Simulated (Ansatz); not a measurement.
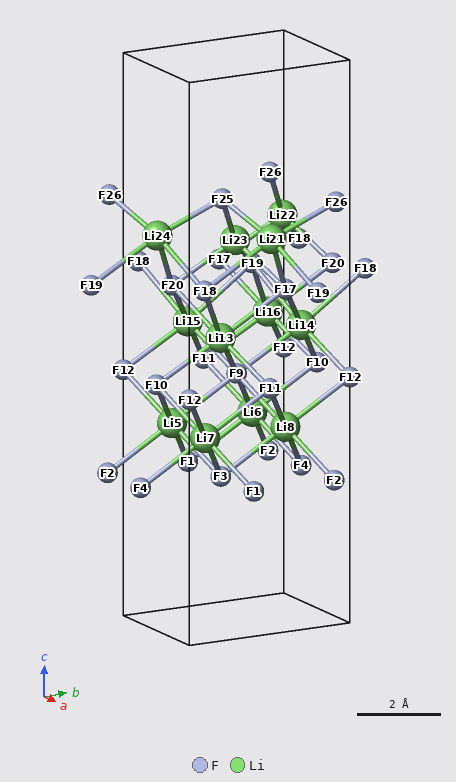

Fig. 1: The structure (ball-and-stick view of the cell of the calculation, with the vacuum cut short, seen slightly off an axis; bonded neighbours outside the cell are drawn too; atoms are numbered from 1 in the order of the input).

Li₆F₇: single-point calculation (part 1 of 2)

System: Li₆F₇ (slab, 26 atoms in the cell).
Method: DFT PBE+D3(BJ), scalar-relativistic, plane waves, PAW, no spin polarisation (Ansatz 0.2.0).

The structure derives from an entry of the Crystallography Open Database. It belongs to a series of runs on one base structure; here: the whole at its places in the relaxed adsorbed structure. Figures and captions count atoms from 1; the log counts them from 0 in places.

What the program printed
```
Engine: ansatz 0.2.0, aarch64-unknown-linux-gnu
Pseudopotentials: kind: paw
Pseudopotential: F, paw, valence charge 7, recommended cutoff 420 eV (normal), F.paw.azcp
Pseudopotential: Li, paw, valence charge 3, recommended cutoff 420 eV (normal), Li.paw.azcp
Functional definition: PBE
  parameter kappa = 0.804
  parameter beta = 0.06672455060314922
  exchange = pbe_x(kappa = kappa, mu = beta*pi^2/3)
  correlation = pbe_c(beta = beta)
Crystal: 26 atoms, lattice volume = 661.090 Å³
Basis set: ecut = 420 eV, 12895 PW (Γ), exchange–correlation on 80×80×320 points (8 copies of the dense FFT grid, shifted against one another)
Bands: 93, of which v1, the nominal top of the filled ones, is band 67 counted from 1 (66 counted from 0)
Symmetry: 1 space group operations
Space group: P1 (ITA 1), of the structure as read, at distance tolerance 8.7e-5 Å
k-points: 5 of 9 (time reversal used)
Non-local potential: F, projectors of the file, l = 0: 2, l = 1: 2, l = 2: 1
Non-local potential: Li, projectors of the file, l = 0: 3, l = 1: 2, l = 2: 1
PAW form: soft (Blöchl's): semilocal exchange-correlation on the pseudo side does not see the compensation charge
PAW one-centre angular grid: F, 110 points (default); XC on 64 Gauss nodes
PAW one-centre angular grid: Li, 110 points (default); XC on 64 Gauss nodes
Initial density: superposition of atomic densities (neutral atoms: chi_scale 0, normalization atom), corrected by the library's trained network
Initial wavefunctions: pseudopotential atomic-orbital guess
Functional: x = pbe(κ = 0.804, μ = 0.2195149727645171), c = pbe(β = 0.06672455060314922)
SCF iter   1: F=—  HF=-13804.532684 eV  |F-HF|=—  |Δ(HF+E_count)|=         —  Δρ=6.41e-3  dr2=1.01e0  ethr=1.77e-3  p=0.709 e·Å  D=1.94e-1 V/Å  ΔV_dip=-4.63 eV  dr2_dipole=3.91e-1  V_vac-E_F(+/−)=7.20/11.82 eV  ⟨swp⟩=7.4  Hψ=2273  notcnv=0  defer=77
efield: sawtooth ramp at fractional position 0.9577 (placed from the atoms, in the widest stretch of the axis that holds none; the zero of the levels goes with the place), width 0.0400; the density the first Hamiltonian is built on has a dipole p = 0.709 e·Å; the dipole correction subtracts the counter field D = 1.94e-1 V/Å, which shifts the + side's vacuum level by -4.63 eV against the − side's; the planar-averaged density in the ramp window peaks in size at 1.5e-5 e/Å³
preconditioner: auto → LDOS  [insulator: Δε(μ)=0.203 eV  Ē_g=17.551 eV  σ=0.050 eV  W_gap=0.84  n_scr=92 (ndim 8)  ℏωp=15.1 eV  f_vac=0.639  D(μ)=9.74/eV (n_scr^D=54)  ε∞_Penn≈1.7  β→1.0]
SCF iter   2: F=—  HF=-13815.753623 eV  |F-HF|=—  |Δ(HF+E_count)|=    1.12e1  Δρ=5.98e-2  dr2=8.19e1  ethr=7.56e-4  p=-0.636 e·Å  D=-1.74e-1 V/Å  ΔV_dip=4.15 eV  dr2_dipole=2.80e1  V_vac-E_F(+/−)=9.52/5.38 eV  ⟨swp⟩=4.6  Hψ=1006  notcnv=0  defer=101  recentre
SCF iter   3: F=—  HF=-13804.405194 eV  |F-HF|=—  |Δ(HF+E_count)|=    1.13e1  Δρ=5.74e-3  dr2=8.28e-1  ethr=7.56e-4  p=0.613 e·Å  D=1.68e-1 V/Å  ΔV_dip=-4.00 eV  dr2_dipole=3.19e-1  V_vac-E_F(+/−)=7.71/11.71 eV  ⟨swp⟩=3.8  Hψ=944  notcnv=0  defer=100
SCF iter   4: F=—  HF=-13804.308331 eV  |F-HF|=—  |Δ(HF+E_count)|=   9.69e-2  Δρ=6.35e-3  dr2=6.79e-1  ethr=6.18e-4  p=0.501 e·Å  D=1.37e-1 V/Å  ΔV_dip=-3.27 eV  dr2_dipole=2.42e-1  V_vac-E_F(+/−)=8.24/11.51 eV  ⟨swp⟩=2.6  Hψ=574  notcnv=0  defer=95
SCF iter   5: F=—  HF=-13804.221862 eV  |F-HF|=—  |Δ(HF+E_count)|=   8.65e-2  Δρ=1.48e-2  dr2=3.89e0  ethr=5.07e-4  p=0.336 e·Å  D=9.19e-2 V/Å  ΔV_dip=-2.19 eV  dr2_dipole=1.24e0  V_vac-E_F(+/−)=8.95/11.14 eV  ⟨swp⟩=2.2  Hψ=568  notcnv=0  defer=99  recentre
SCF iter   6: F=—  HF=-13804.318056 eV  |F-HF|=—  |Δ(HF+E_count)|=   9.62e-2  Δρ=6.41e-3  dr2=6.77e-1  ethr=5.07e-4  p=0.467 e·Å  D=1.28e-1 V/Å  ΔV_dip=-3.05 eV  dr2_dipole=2.23e-1  V_vac-E_F(+/−)=8.23/11.28 eV  ⟨swp⟩=3.2  Hψ=411  notcnv=0  defer=99
SCF iter   7: F=—  HF=-13804.345472 eV  |F-HF|=—  |Δ(HF+E_count)|=   2.74e-2  Δρ=6.37e-3  dr2=7.14e-1  ethr=5.05e-4  p=0.474 e·Å  D=1.30e-1 V/Å  ΔV_dip=-3.10 eV  dr2_dipole=2.34e-1  V_vac-E_F(+/−)=8.14/11.24 eV  ⟨swp⟩=2.0  Hψ=548  notcnv=0  defer=98
SCF iter   8: F=—  HF=-13804.302827 eV  |F-HF|=—  |Δ(HF+E_count)|=   4.26e-2  Δρ=5.96e-3  dr2=6.48e-1  ethr=5.05e-4  p=0.441 e·Å  D=1.21e-1 V/Å  ΔV_dip=-2.88 eV  dr2_dipole=2.13e-1  V_vac-E_F(+/−)=8.36/11.23 eV  ⟨swp⟩=2.0  Hψ=371  notcnv=0  defer=98
SCF iter   9: F=—  HF=-13804.279786 eV  |F-HF|=—  |Δ(HF+E_count)|=   2.30e-2  Δρ=5.76e-3  dr2=6.08e-1  ethr=4.83e-4  p=0.422 e·Å  D=1.15e-1 V/Å  ΔV_dip=-2.75 eV  dr2_dipole=1.99e-1  V_vac-E_F(+/−)=8.47/11.23 eV  ⟨swp⟩=1.2  Hψ=467  notcnv=0  defer=97
SCF iter  10: F=—  HF=-13804.322172 eV  |F-HF|=—  |Δ(HF+E_count)|=   4.24e-2  Δρ=6.01e-3  dr2=6.72e-1  ethr=4.54e-4  p=0.455 e·Å  D=1.24e-1 V/Å  ΔV_dip=-2.97 eV  dr2_dipole=2.21e-1  V_vac-E_F(+/−)=8.26/11.23 eV  ⟨swp⟩=1.6  Hψ=444  notcnv=0  defer=97
SCF iter  11: F=—  HF=-13804.395410 eV  |F-HF|=—  |Δ(HF+E_count)|=   7.32e-2  Δρ=6.51e-3  dr2=7.93e-1  ethr=4.54e-4  p=0.508 e·Å  D=1.39e-1 V/Å  ΔV_dip=-3.32 eV  dr2_dipole=2.60e-1  V_vac-E_F(+/−)=7.92/11.24 eV  ⟨swp⟩=1.4  Hψ=489  notcnv=0  defer=97
SCF iter  12: F=—  HF=-13804.311233 eV  |F-HF|=—  |Δ(HF+E_count)|=   8.42e-2  Δρ=5.96e-3  dr2=6.62e-1  ethr=4.54e-4  p=0.448 e·Å  D=1.23e-1 V/Å  ΔV_dip=-2.92 eV  dr2_dipole=2.18e-1  V_vac-E_F(+/−)=8.31/11.23 eV  ⟨swp⟩=1.8  Hψ=480  notcnv=0  defer=97
SCF iter  13: F=—  HF=-13804.270499 eV  |F-HF|=—  |Δ(HF+E_count)|=   4.07e-2  Δρ=5.81e-3  dr2=6.00e-1  ethr=4.54e-4  p=0.421 e·Å  D=1.15e-1 V/Å  ΔV_dip=-2.75 eV  dr2_dipole=1.99e-1  V_vac-E_F(+/−)=8.44/11.19 eV  ⟨swp⟩=2.0  Hψ=523  notcnv=0  defer=97
SCF iter  14: F=—  HF=-13804.322506 eV  |F-HF|=—  |Δ(HF+E_count)|=   5.20e-2  Δρ=2.26e-2  dr2=1.18e1  ethr=4.48e-4  p=0.298 e·Å  D=8.16e-2 V/Å  ΔV_dip=-1.95 eV  dr2_dipole=3.98e0  V_vac-E_F(+/−)=9.18/11.13 eV  ⟨swp⟩=3.4  Hψ=559  notcnv=0  defer=98  recentre
SCF iter  15: F=—  HF=-13804.200697 eV  |F-HF|=—  |Δ(HF+E_count)|=   1.22e-1  Δρ=5.73e-3  dr2=5.79e-1  ethr=4.48e-4  p=0.328 e·Å  D=8.98e-2 V/Å  ΔV_dip=-2.14 eV  dr2_dipole=1.91e-1  V_vac-E_F(+/−)=8.99/11.14 eV  ⟨swp⟩=2.4  Hψ=558  notcnv=0  defer=96
SCF iter  16: F=—  HF=-13804.214621 eV  |F-HF|=—  |Δ(HF+E_count)|=   1.39e-2  Δρ=4.98e-3  dr2=4.89e-1  ethr=4.32e-4  p=0.369 e·Å  D=1.01e-1 V/Å  ΔV_dip=-2.41 eV  dr2_dipole=1.62e-1  V_vac-E_F(+/−)=8.83/11.24 eV  ⟨swp⟩=2.0  Hψ=436  notcnv=0  defer=96
SCF iter  17: F=—  HF=-13804.225113 eV  |F-HF|=—  |Δ(HF+E_count)|=   1.05e-2  Δρ=4.99e-3  dr2=5.07e-1  ethr=3.65e-4  p=0.380 e·Å  D=1.04e-1 V/Å  ΔV_dip=-2.48 eV  dr2_dipole=1.69e-1  V_vac-E_F(+/−)=8.76/11.24 eV  ⟨swp⟩=1.2  Hψ=502  notcnv=0  defer=96
SCF iter  18: F=—  HF=-13804.268300 eV  |F-HF|=—  |Δ(HF+E_count)|=   4.32e-2  Δρ=5.29e-3  dr2=5.75e-1  ethr=3.65e-4  p=0.417 e·Å  D=1.14e-1 V/Å  ΔV_dip=-2.72 eV  dr2_dipole=1.93e-1  V_vac-E_F(+/−)=8.52/11.24 eV  ⟨swp⟩=2.0  Hψ=377  notcnv=0  defer=96
SCF iter  19: F=—  HF=-13804.300910 eV  |F-HF|=—  |Δ(HF+E_count)|=   3.26e-2  Δρ=5.52e-3  dr2=6.31e-1  ethr=3.65e-4  p=0.445 e·Å  D=1.22e-1 V/Å  ΔV_dip=-2.91 eV  dr2_dipole=2.13e-1  V_vac-E_F(+/−)=8.34/11.25 eV  ⟨swp⟩=2.2  Hψ=603  notcnv=0  defer=95
SCF iter  20: F=—  HF=-13804.216216 eV  |F-HF|=—  |Δ(HF+E_count)|=   8.47e-2  Δρ=4.93e-3  dr2=5.02e-1  ethr=3.65e-4  p=0.373 e·Å  D=1.02e-1 V/Å  ΔV_dip=-2.43 eV  dr2_dipole=1.68e-1  V_vac-E_F(+/−)=8.80/11.24 eV  ⟨swp⟩=2.2  Hψ=412  notcnv=0  defer=95
SCF iter  21: F=—  HF=-13804.256875 eV  |F-HF|=—  |Δ(HF+E_count)|=   4.07e-2  Δρ=5.23e-3  dr2=5.60e-1  ethr=3.65e-4  p=0.408 e·Å  D=1.12e-1 V/Å  ΔV_dip=-2.67 eV  dr2_dipole=1.88e-1  V_vac-E_F(+/−)=8.58/11.24 eV  ⟨swp⟩=1.8  Hψ=584  notcnv=0  defer=97
SCF iter  22: F=—  HF=-13804.218347 eV  |F-HF|=—  |Δ(HF+E_count)|=   3.85e-2  Δρ=5.03e-3  dr2=5.05e-1  ethr=3.65e-4  p=0.373 e·Å  D=1.02e-1 V/Å  ΔV_dip=-2.44 eV  dr2_dipole=1.68e-1  V_vac-E_F(+/−)=8.80/11.24 eV  ⟨swp⟩=2.0  Hψ=421  notcnv=0  defer=97
SCF iter  23: F=—  HF=-13804.194157 eV  |F-HF|=—  |Δ(HF+E_count)|=   2.42e-2  Δρ=2.47e-3  dr2=9.71e-2  ethr=3.65e-4  p=0.335 e·Å  D=9.16e-2 V/Å  ΔV_dip=-2.19 eV  dr2_dipole=3.22e-2  V_vac-E_F(+/−)=8.98/11.16 eV  ⟨swp⟩=2.0  Hψ=547  notcnv=0  defer=97
SCF iter  24: F=—  HF=-13804.191751 eV  |F-HF|=—  |Δ(HF+E_count)|=   2.41e-3  Δρ=5.51e-4  dr2=1.17e-3  ethr=7.25e-5  p=0.342 e·Å  D=9.37e-2 V/Å  ΔV_dip=-2.24 eV  dr2_dipole=2.81e-4  V_vac-E_F(+/−)=8.97/11.21 eV  ⟨swp⟩=1.2  Hψ=366  notcnv=0  defer=98
SCF iter  25: F=—  HF=-13804.192096 eV  |F-HF|=—  |Δ(HF+E_count)|=   3.45e-4  Δρ=1.39e-3  dr2=2.90e-2  ethr=8.70e-7  p=0.340 e·Å  D=9.30e-2 V/Å  ΔV_dip=-2.22 eV  dr2_dipole=9.61e-3  V_vac-E_F(+/−)=8.98/11.20 eV  ⟨swp⟩=1.4  Hψ=403  notcnv=0  defer=98
SCF iter  26: F=—  HF=-13804.203696 eV  |F-HF|=—  |Δ(HF+E_count)|=   1.16e-2  Δρ=4.89e-3  dr2=4.69e-1  ethr=8.70e-7  p=0.360 e·Å  D=9.86e-2 V/Å  ΔV_dip=-2.35 eV  dr2_dipole=1.56e-1  V_vac-E_F(+/−)=8.89/11.24 eV  ⟨swp⟩=2.0  Hψ=610  notcnv=0  defer=98  recentre
SCF iter  27: F=—  HF=-13804.193563 eV  |F-HF|=—  |Δ(HF+E_count)|=   1.01e-2  Δρ=2.99e-3  dr2=1.76e-1  ethr=8.70e-7  p=0.349 e·Å  D=9.55e-2 V/Å  ΔV_dip=-2.28 eV  dr2_dipole=5.81e-2  V_vac-E_F(+/−)=8.95/11.23 eV  ⟨swp⟩=2.0  Hψ=450  notcnv=0  defer=98
SCF iter  28: F=—  HF=-13804.199302 eV  |F-HF|=—  |Δ(HF+E_count)|=   5.74e-3  Δρ=4.97e-3  dr2=4.62e-1  ethr=8.70e-7  p=0.328 e·Å  D=8.98e-2 V/Å  ΔV_dip=-2.14 eV  dr2_dipole=1.53e-1  V_vac-E_F(+/−)=8.99/11.13 eV  ⟨swp⟩=2.0  Hψ=761  notcnv=0  defer=96  recentre
SCF iter  29: F=—  HF=-13804.191933 eV  |F-HF|=—  |Δ(HF+E_count)|=   7.37e-3  Δρ=8.78e-4  dr2=1.34e-2  ethr=8.70e-7  p=0.342 e·Å  D=9.35e-2 V/Å  ΔV_dip=-2.23 eV  dr2_dipole=4.44e-3  V_vac-E_F(+/−)=8.98/11.21 eV  ⟨swp⟩=2.0  Hψ=517  notcnv=0  defer=96
SCF iter  30: F=—  HF=-13804.191816 eV  |F-HF|=—  |Δ(HF+E_count)|=   1.17e-4  Δρ=7.34e-5  dr2=3.26e-5  ethr=8.70e-7  p=0.344 e·Å  D=9.41e-2 V/Å  ΔV_dip=-2.24 eV  dr2_dipole=2.20e-6  V_vac-E_F(+/−)=8.97/11.22 eV  ⟨swp⟩=1.0  Hψ=369  notcnv=0  defer=96
SCF iter  31: F=—  HF=-13804.192138 eV  |F-HF|=—  |Δ(HF+E_count)|=   3.22e-4  Δρ=1.45e-4  dr2=3.02e-4  ethr=2.43e-8  p=0.344 e·Å  D=9.40e-2 V/Å  ΔV_dip=-2.24 eV  dr2_dipole=9.30e-5  V_vac-E_F(+/−)=8.97/11.22 eV  ⟨swp⟩=2.0  Hψ=626  notcnv=0  defer=96
SCF iter  32: F=—  HF=-13804.192145 eV  |F-HF|=—  |Δ(HF+E_count)|=   6.98e-6  Δρ=6.60e-5  dr2=4.57e-5  ethr=2.43e-8  p=0.344 e·Å  D=9.41e-2 V/Å  ΔV_dip=-2.24 eV  dr2_dipole=1.08e-5  V_vac-E_F(+/−)=8.97/11.22 eV  ⟨swp⟩=1.0  Hψ=402  notcnv=0  defer=96
SCF iter  33: F=—  HF=-13804.192154 eV  |F-HF|=—  |Δ(HF+E_count)|=   9.62e-6  Δρ=6.42e-5  dr2=5.65e-5  ethr=2.43e-8  p=0.344 e·Å  D=9.41e-2 V/Å  ΔV_dip=-2.24 eV  dr2_dipole=1.58e-5  V_vac-E_F(+/−)=8.97/11.22 eV  ⟨swp⟩=1.8  Hψ=373  notcnv=0  defer=96
SCF iter  34: F=—  HF=-13804.192160 eV  |F-HF|=—  |Δ(HF+E_count)|=   5.29e-6  Δρ=3.39e-5  dr2=1.59e-5  ethr=2.43e-8  p=0.344 e·Å  D=9.41e-2 V/Å  ΔV_dip=-2.24 eV  dr2_dipole=4.15e-6  V_vac-E_F(+/−)=8.97/11.22 eV  ⟨swp⟩=1.0  Hψ=369  notcnv=0  defer=96
SCF iter  35: F=—  HF=-13804.192163 eV  |F-HF|=—  |Δ(HF+E_count)|=   2.99e-6  Δρ=3.12e-5  dr2=1.12e-5  ethr=1.19e-8  p=0.344 e·Å  D=9.41e-2 V/Å  ΔV_dip=-2.24 eV  dr2_dipole=3.05e-6  V_vac-E_F(+/−)=8.97/11.22 eV  ⟨swp⟩=1.0  Hψ=369  notcnv=0  defer=96
SCF iter  36: F=—  HF=-13804.192166 eV  |F-HF|=—  |Δ(HF+E_count)|=   3.19e-6  Δρ=2.39e-5  dr2=7.17e-6  ethr=8.36e-9  p=0.344 e·Å  D=9.41e-2 V/Å  ΔV_dip=-2.24 eV  dr2_dipole=2.04e-6  V_vac-E_F(+/−)=8.97/11.22 eV  ⟨swp⟩=1.0  Hψ=369  notcnv=0  defer=96
SCF iter  37: F=—  HF=-13804.192168 eV  |F-HF|=—  |Δ(HF+E_count)|=   2.54e-6  Δρ=6.27e-6  dr2=2.02e-7  ethr=5.35e-9  p=0.344 e·Å  D=9.41e-2 V/Å  ΔV_dip=-2.24 eV  dr2_dipole=1.89e-8  V_vac-E_F(+/−)=8.97/11.22 eV  ⟨swp⟩=1.0  Hψ=369  notcnv=0  defer=96
SCF iter  38: F=-13804.192169 eV  HF=-13804.192169 eV  |F-HF|=3.20e-7  |Δ(HF+E_count)|=   7.38e-7  Δρ=2.94e-6  dr2=3.90e-8  ethr=7.46e-11  p=0.344 e·Å  D=9.41e-2 V/Å  ΔV_dip=-2.24 eV  dr2_dipole=1.34e-9  V_vac-E_F(+/−)=8.97/11.22 eV  ⟨swp⟩=19.2  Hψ=3119  notcnv=0
SCF 1 converged in 38 iterations: F = -13804.192169 eV  dr2 = 3.90e-8
  greatest PAW one-centre occupation: 1.000 electrons in one spin orbital (limit 2), on the Li atom at site 21 (counted from 0), in its partial waves of l = 0
```

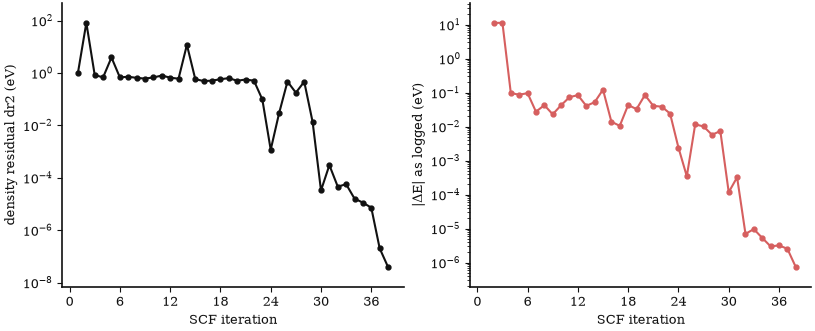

Fig. 2: Convergence of the self-consistent field: density residual dr2 and size of the energy change against the SCF iteration. The residual saws up and down around 0.6 from about step 3 to 22 before it settles.

```
SCF converged after 38 iterations
Free energy (F): -13804.192169 eV
Harris-Foulkes:  -13804.192169 eV  (|F-HF|=3.20e-7)
Internal energy: -13804.180068 eV  (E = F + TS)
E sigma→0 (E₀):  -13804.186119 eV
Entropy (-TS):   -0.012102 eV (-0.465 meV/atom)
Fermi energy:    -6.291256 eV
Dipole field:    D = 0.094096 V/Å  (p = 0.343770 e·Å, saw-weighted, corrected)
Work function:   Φ+ = 8.9724 eV   Φ− = 11.2166 eV
Levels:          The Fermi level and band energies are counted from a zero that moves with the ramp; work functions are not
--- Per-component energies (eV) ---
  E_band       = -2521.643048
  E_kinetic    = 3165.501773
  E_local      = -114067.140153  (includes V_loc(G=0)·N_el)
  E_nonlocal   = 633.339713
  E_hartree    = 55213.747788
  E_xc         = -1254.680803
  E_vxc        = -1608.716909  (∫ρ·V_xc dr)
  E_paw        = -3058.947945  (= ΣΔE_a)
  E_vpaw       = -1075.995181  (= ΣTr[D̂ρ^β])
  E_aug_tail   = 0.029302  (compensation charges beyond the density's cutoff)
  E_efield     = 0.016174  (sawtooth field / dipole correction)
  E_vefield    = 3.854293  (∫n·V_field dr)
  E_ewald      = 45567.193054
  E_disp       = -3.238971  (pairwise vdW)
  E_smearing   = -0.012102  (= −TS)
  E_closure    = -0.000000  (closes the sum)
  Σ components = -13804.192169   (vs F -13804.192169, Δ=0.00e0)
```
